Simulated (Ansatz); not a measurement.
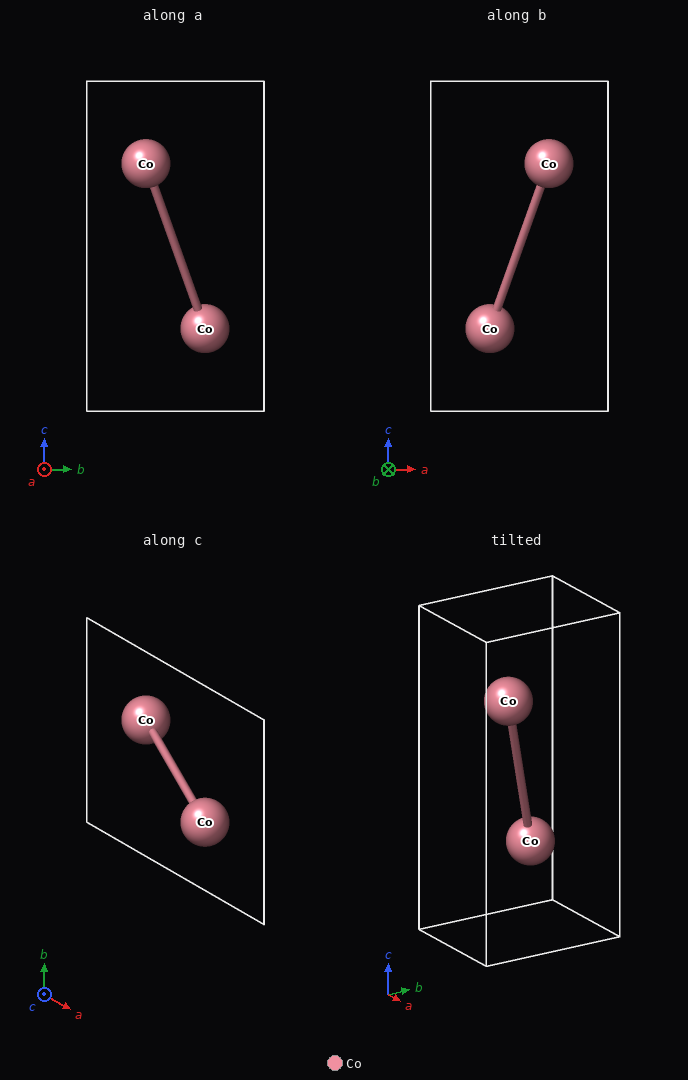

Ball-and-stick representation of a periodic structure, projected along the a axis, along the b axis, along the c axis and slightly off an axis. The box is the conventional unit cell; atoms on or close to its faces, edges and corners are drawn wherever they repeat.

Lattice parameters: a = 2.5573 Å, b = 2.5573 Å, c = 4.1265 Å, α = 90.000°, β = 90.000°, γ = 120.000°.

Convert the drawing into a CIF in P1 with every atom of the cell.

Answer.
```cif
data_structure
_symmetry_space_group_name_H-M 'P 1'
_symmetry_Int_Tables_number 1
_cell_length_a 2.5573
_cell_length_b 2.5573
_cell_length_c 4.1265
_cell_angle_alpha 90.000
_cell_angle_beta 90.000
_cell_angle_gamma 120.000
_cell_volume 23.37
loop_
_atom_site_label
_atom_site_type_symbol
_atom_site_fract_x
_atom_site_fract_y
_atom_site_fract_z
_atom_site_occupancy
Co1 Co 0.6667 0.3333 0.7500 1
Co2 Co 0.3333 0.6667 0.2500 1
```

Origin of the cell: a structure type filled with this element by a generator (whether the element takes this form wasn't checked). Earlier steps of the study may have refined or changed the cell and positions. It was run through Ansatz as a DFT input.

At this level of theory the cell isn't at rest (stretched, at -21 GPa), so its distances can differ from those at equilibrium, the more so the softer the solid.
